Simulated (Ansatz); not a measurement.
# AlRu: a changed input and its effect

System: AlRu (2 atoms in the cell).
Method of the first run: DFT PBE, scalar-relativistic, plane waves, PAW, no spin polarisation (Ansatz 0.2.0).

The structure derives from an entry of the Crystallography Open Database. Text and figures count atoms from 1; the logs count them from 0 in places.

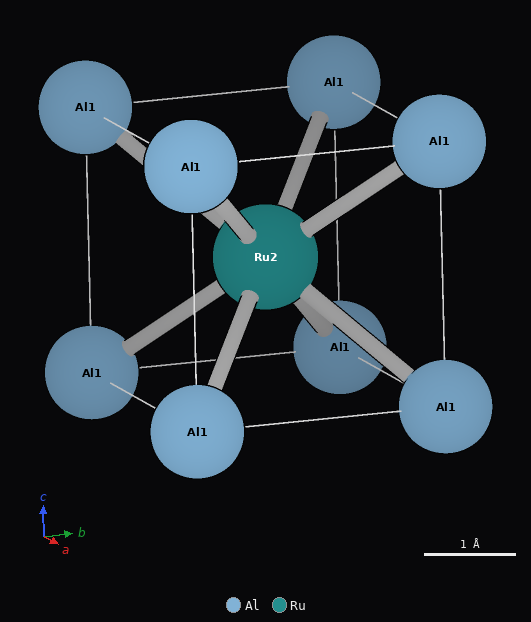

**Figure 1.** The structure as given in the input (ball-and-stick view of the cell of the calculation, seen slightly off an axis; atoms are numbered from 1 in the order of the input). An atom can appear more than once, as a periodic image.

**Input, the first run**
```yaml
crystal:
  lattice:
    - [2.9916, 0.0, -0.089748]
    - [0.0, 2.9916, 0.0]
    - [-0.089748, 0.0, 2.9916]
  atoms:
    - { symbol: Al, position: [0.0, 0.0, 0.0] }
    - { symbol: Ru, position: [0.5, 0.5, 0.5] }
basis:
  ecutwfc: 420
kpoints:
  mp_grid: { grid: [16, 16, 16] }
hamiltonian:
  xc: pbe
scf:
  occupations: { method: gaussian, width: 0.15 }
output:
  forces: true
  stress: true
  eigenvalues: true
```

Command:
```bash
ansatz run input.yaml --threads 1 --pin off --max-ram 2560MiB --backend cpu --events-out ev --progress --plain --runs-dir out
```

Hardware: 1 thread of Intel Xeon (Sapphire Rapids), 32 GiB of memory available, shared host.

**Output, shortened to warnings, some set-up lines, iterations and results (the first run)**
```
Basis set: ecut = 420 eV, 489 PW (Γ), exchange–correlation on 48×40×48 points (8 copies of the dense FFT grid, shifted against one another)
Symmetry: 8 space group operations
k-points: 657 of 4096
Initial density: superposition of atomic densities (neutral atoms: chi_scale 0, normalization atom), corrected by the library's trained network
[...]
SCF iter   1: F=—  HF=-6417.434374 eV  |F-HF|=—  |Δ(HF+E_count)|=         —  Δρ=3.20e-3  dr2=3.16e-3  ethr=1.77e-3  ⟨swp⟩=5.0  Hψ=45467  notcnv=0
SCF iter   2: F=—  HF=-6417.434003 eV  |F-HF|=—  |Δ(HF+E_count)|=   3.71e-4  Δρ=2.00e-3  dr2=1.42e-3  ethr=1.67e-5  ⟨swp⟩=2.4  Hψ=16469  notcnv=0
SCF iter   3: F=—  HF=-6417.433719 eV  |F-HF|=—  |Δ(HF+E_count)|=   2.83e-4  Δρ=2.93e-4  dr2=1.50e-5  ethr=7.49e-6  ⟨swp⟩=2.1  Hψ=11855  notcnv=0
SCF iter   4: F=—  HF=-6417.433667 eV  |F-HF|=—  |Δ(HF+E_count)|=   5.25e-5  Δρ=9.97e-5  dr2=9.51e-7  ethr=7.87e-8  ⟨swp⟩=2.1  Hψ=12566  notcnv=0
SCF iter   5: F=—  HF=-6417.433667 eV  |F-HF|=—  |Δ(HF+E_count)|=   5.97e-8  Δρ=3.31e-5  dr2=2.36e-7  ethr=5.00e-9  ⟨swp⟩=2.7  Hψ=15971  notcnv=0
SCF iter   6: F=-6417.433667 eV  HF=-6417.433667 eV  |F-HF|=1.55e-9  |Δ(HF+E_count)|=   6.93e-8  Δρ=5.06e-6  dr2=2.07e-9  ethr=5.26e-10  ⟨swp⟩=4.4  Hψ=32171  notcnv=0
SCF 1 converged in 6 iterations: F = -6417.433667 eV  dr2 = 2.07e-9
SCF converged after 6 iterations
Free energy (F): -6417.433667 eV
Harris-Foulkes:  -6417.433667 eV  (|F-HF|=1.55e-9)
Internal energy: -6417.414849 eV  (E = F + TS)
E sigma→0 (E₀):  -6417.424258 eV
Entropy (-TS):   -0.018818 eV (-9.409 meV/atom)
Fermi energy:    16.144329 eV
--- Per-component energies (eV) ---
  E_band       = -119.491366
  E_kinetic    = 543.510598
  E_local      = -1797.485099  (includes V_loc(G=0)·N_el)
  E_nonlocal   = 354.731214
  E_hartree    = 638.761503
  E_xc         = -232.303219
  E_vxc        = -270.826372  (∫ρ·V_xc dr)
  E_paw        = -3929.276482  (= ΣΔE_a)
  E_vpaw       = -226.945377  (= ΣTr[D̂ρ^β])
  E_aug_tail   = -0.000182  (compensation charges beyond the density's cutoff)
  E_ewald      = -1995.353181
  E_smearing   = -0.018818  (= −TS)
  E_closure    = -0.000000  (closes the sum)
  Σ components = -6417.433667   (vs F -6417.433667, Δ=0.00e0)
--- Forces (eV/Å), atoms counted from 1 ---
  atom   1  Al    -0.00000000     0.00000000    -0.00000000
  atom   2  Ru    -0.00000000     0.00000000     0.00000000
  max |Σ_I F_I| component: 1.28e-29 eV/Å
--- Stress (GPa, compression-positive) ---
        3.344897      -0.000000       7.772902
       -0.000000       3.406733       0.000000
        7.772902       0.000000       3.344897
  P = ⅓ Tr σ = 3.3655 GPa (33.655 kbar)
```

The input of the second run differs as follows (lines with − go, lines with + come):
```diff
-    - [2.9916, 0.0, -0.089748]
+    - [2.9916, 0.0, 0.022437]
-    - [-0.089748, 0.0, 2.9916]
+    - [0.022437, 0.0, 2.9916]
```

How does the second run compare with the first run?

With the same functional and potentials, the second run lies 18.5 meV per atom lower. The pressure goes from 3.37 to 2.67 GPa. The number of SCF iterations is the same.

**Output, shortened to warnings, some set-up lines, iterations and results (the second run)**
```
Basis set: ecut = 420 eV, 489 PW (Γ), exchange–correlation on 40×40×40 points (8 copies of the dense FFT grid, shifted against one another)
Symmetry: 8 space group operations
k-points: 657 of 4096
Initial density: superposition of atomic densities (neutral atoms: chi_scale 0, normalization atom), corrected by the library's trained network
[...]
SCF iter   1: F=—  HF=-6417.471411 eV  |F-HF|=—  |Δ(HF+E_count)|=         —  Δρ=3.19e-3  dr2=3.22e-3  ethr=1.77e-3  ⟨swp⟩=5.0  Hψ=45079  notcnv=0
SCF iter   2: F=—  HF=-6417.471074 eV  |F-HF|=—  |Δ(HF+E_count)|=   3.37e-4  Δρ=2.00e-3  dr2=1.44e-3  ethr=1.70e-5  ⟨swp⟩=2.4  Hψ=16448  notcnv=0
SCF iter   3: F=—  HF=-6417.470797 eV  |F-HF|=—  |Δ(HF+E_count)|=   2.77e-4  Δρ=2.94e-4  dr2=1.58e-5  ethr=7.55e-6  ⟨swp⟩=2.1  Hψ=11796  notcnv=0
SCF iter   4: F=—  HF=-6417.470689 eV  |F-HF|=—  |Δ(HF+E_count)|=   1.08e-4  Δρ=9.39e-5  dr2=9.90e-7  ethr=8.30e-8  ⟨swp⟩=2.1  Hψ=12220  notcnv=0
SCF iter   5: F=-6417.470689 eV  HF=-6417.470689 eV  |F-HF|=9.50e-9  |Δ(HF+E_count)|=   2.02e-8  Δρ=1.23e-5  dr2=1.39e-8  ethr=5.21e-9  ⟨swp⟩=2.1  Hψ=14830  notcnv=0
SCF iter   6: F=-6417.470689 eV  HF=-6417.470689 eV  |F-HF|=5.90e-10  |Δ(HF+E_count)|=   5.87e-9  Δρ=3.85e-6  dr2=1.33e-9  ethr=7.30e-11  ⟨swp⟩=2.4  Hψ=31906  notcnv=0
SCF 1 converged in 6 iterations: F = -6417.470689 eV  dr2 = 1.33e-9
SCF converged after 6 iterations
Free energy (F): -6417.470689 eV
Harris-Foulkes:  -6417.470689 eV  (|F-HF|=5.90e-10)
Internal energy: -6417.451690 eV  (E = F + TS)
E sigma→0 (E₀):  -6417.461189 eV
Entropy (-TS):   -0.019000 eV (-9.500 meV/atom)
Fermi energy:    16.132847 eV
--- Per-component energies (eV) ---
  E_band       = -119.757780
  E_kinetic    = 543.339926
  E_local      = -1798.092719  (includes V_loc(G=0)·N_el)
  E_nonlocal   = 354.655343
  E_hartree    = 639.005751
  E_xc         = -232.262613
  E_vxc        = -270.774513  (∫ρ·V_xc dr)
  E_paw        = -3929.240244  (= ΣΔE_a)
  E_vpaw       = -226.897445  (= ΣTr[D̂ρ^β])
  E_aug_tail   = -0.000173  (compensation charges beyond the density's cutoff)
  E_ewald      = -1994.856961
  E_smearing   = -0.019000  (= −TS)
  E_closure    = -0.000000  (closes the sum)
  Σ components = -6417.470689   (vs F -6417.470689, Δ=0.00e0)
--- Forces (eV/Å), atoms counted from 1 ---
  atom   1  Al     0.00000000     0.00000000    -0.00000000
  atom   2  Ru     0.00000000     0.00000000     0.00000000
  max |Σ_I F_I| component: 9.86e-32 eV/Å
--- Stress (GPa, compression-positive) ---
        2.673066      -0.000000      -1.949288
       -0.000000       2.678058      -0.000000
       -1.949288      -0.000000       2.673066
  P = ⅓ Tr σ = 2.6747 GPa (26.747 kbar)
```

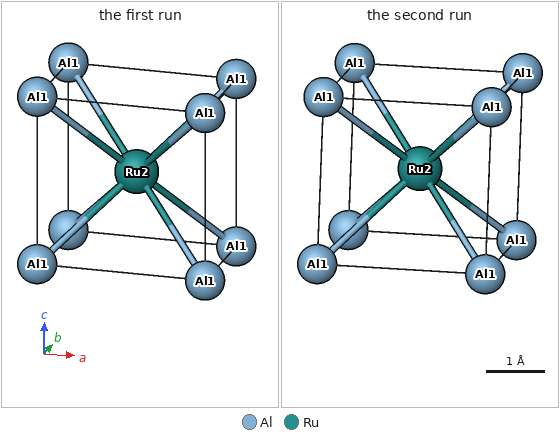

**Figure 2.** The two input geometries at one scale (ball-and-stick view of the cell of the calculation, seen slightly off an axis). The atoms keep their places relative to the cell (all moves are under 0.005 Å). Cell: a = c 2.993 → 2.992 Å (0.0 %), b stays at 2.992 Å, β 93.4° → 89.1°. Volume +0.1 %. Among the contacts that change: Al1–Ru2 2.643 → 2.578 Å.

**The two runs side by side**

| quantity | the first run | the second run |
| --- | --- | --- |
| outcome | converged | converged |
| free energy per atom (eV) | −3208.7168 | −3208.7353 |
| energy per atom, smearing taken to zero (eV) | −3208.7121 | −3208.7306 |
| gap on the mesh (eV) | 0.00 | 0.00 |
| pressure (GPa) | 3.37 | 2.67 |
| volume per atom (Å³) | 13.37 | 13.39 |
| largest force (eV/Å) | 0.000 | 0.000 |
| SCF iterations | 6 | 6 |
| irreducible k-points | 657 | 657 |
| plane waves at Γ | 489 | 489 |
| wall time (shared host) | 7.2 s | 7.5 s |
